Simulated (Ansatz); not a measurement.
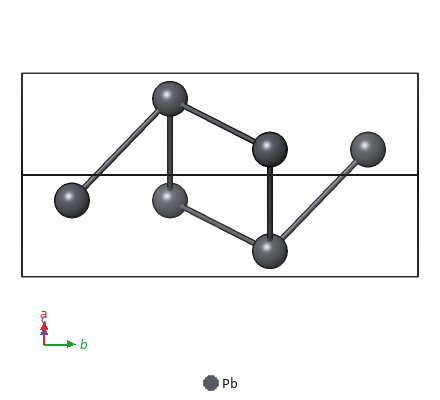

The structure, seen along [10-1]; the drawing may span several cells.

Structure (in its standard cell), the input geometry of an electronic-structure calculation (not necessarily at equilibrium); the starting structure was generated, so it need not be a known form of this composition:

```cif
data_structure
_symmetry_space_group_name_H-M 'C2/c'
_symmetry_Int_Tables_number 15
_cell_length_a 3.3463
_cell_length_b 8.7043
_cell_length_c 4.6896
_cell_angle_alpha 90.000
_cell_angle_beta 109.668
_cell_angle_gamma 90.000
_cell_volume 128.62
loop_
_atom_site_label
_atom_site_type_symbol
_atom_site_symmetry_multiplicity
_atom_site_Wyckoff_symbol
_atom_site_fract_x
_atom_site_fract_y
_atom_site_fract_z
_atom_site_occupancy
Pb1 Pb 4 e 0.00000 0.37389 0.75000 1
```

Question: Predict the [10-1] zone-axis pattern (200 kV, kinematic, B = 0.8 Å²).

Answer: The spots form a centred rectangular net whose two shortest vectors correspond to d = 4.35 Å and 2.16 Å, 75.6° apart. They are 0 2 0 (itself too weak to see) and 1 1 1. The pattern has symmetry 2mm. The lattice centring (C) removes all reflections that break h + k = 2n; reflections such as 0 2 0, 0 6 0, 2 -2 2 are allowed but too weak to see at this display level.

Strongest reflections with d > 0.80 Å, one of each family (|F|² from tabulated Gaussian fits of the electron scattering factors, times a small damping for the curvature of the Ewald sphere):

```csv
hkl,d (Å),I (strongest = 100)
0 4 0,2.176,100
1 1 1,2.164,50
1 3 1,1.770,33
2 0 2,1.117,22
1 5 1,1.373,21
0 8 0,1.088,21
```

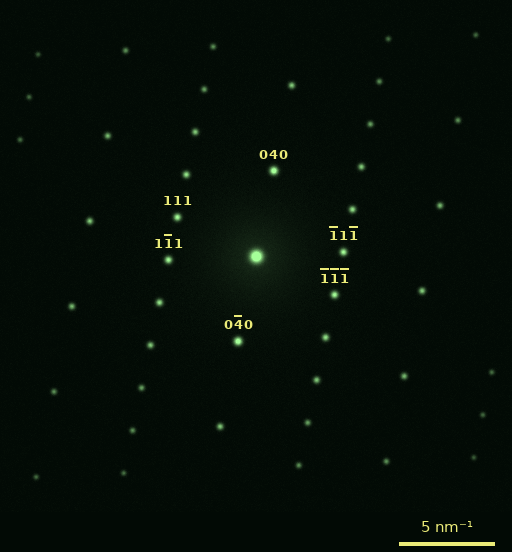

Calculated pattern, seen from the source side with [10-1] pointing towards the source.
